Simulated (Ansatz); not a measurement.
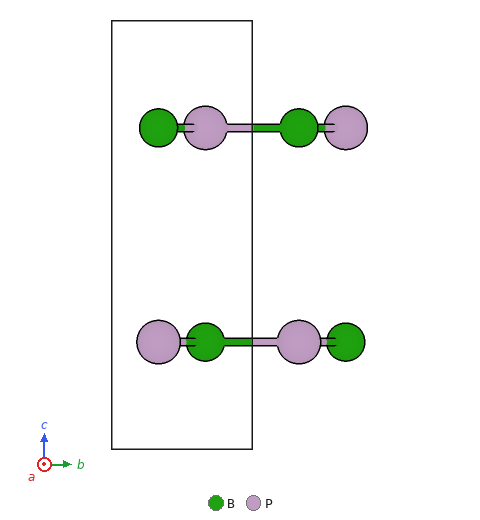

Projection along an edge of the hexagonal mesh, stacking direction c upwards. Every atom sits on one of the three columns of the mesh; call them A, B, C in the order in which they first turn up. The sequence starts with the first layer at or above the cell's origin.

The compound is BP, taken as the geometry relaxed with DFT, r2SCAN, plane waves, PAW (Ansatz); the starting structure was generated, so it need not be a known form of this composition.

> Give the sequence of layers in one repeat, with element and column.

B(A)+P(B) – P(A)+B(B) (two layers in 8.47 Å).

Heights of the layers:

| layer | atoms (column) | height (Å) | to next (Å) |
| --- | --- | --- | --- |
| 1 | B(A)+P(B) | 2.12 | 4.23 |
| 2 | P(A)+B(B) | 6.35 | 4.23 |
